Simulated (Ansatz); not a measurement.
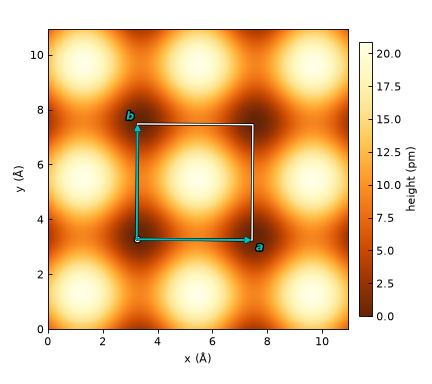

Constant-current image at a set point of 4.5 × 10⁻⁴ e/Å³ of monolayer PbS, sample bias +1.65 V. The white outline is the surface cell of the coordinates below, with its origin (dot) on a lattice point and its vectors a and b marked.

Tersoff–Hamann simulation (s-wave tip); biases are sample biases. Zero bias is put in the middle of the gap by convention. Bias windows are sharp sums over the levels of the k mesh.

These are results of Ansatz, DFT PBE+D3(BJ), scalar-relativistic, plane waves, PAW, not measurements. Cutoff 420 eV, 25 × 25 k-points, Gaussian smearing 0.05 eV, dipole correction. No spin polarisation. Spin–orbit coupling is left out; with Pb it can shift levels and gaps.

```xyz
4
Lattice="4.2043 -0.0298 0.0000 0.0285 4.2043 0.0000 0.0000 0.0000 20.8554" Properties=species:S:1:pos:R:3 pbc="T T T"
Pb    0.1084    0.1069    9.0000
S     2.2242    2.1935    9.1740
S     0.1079    0.1064   11.6814
Pb    2.2236    2.1930   11.8554
```

Q: Which atoms or sites appear bright, which dark, and how strong is the contrast?

A: The brightest spots lie over the top Pb atoms; the darkest points are over the top S atoms. The corrugation is 21 pm at a mean tip height of 4.0 Å.
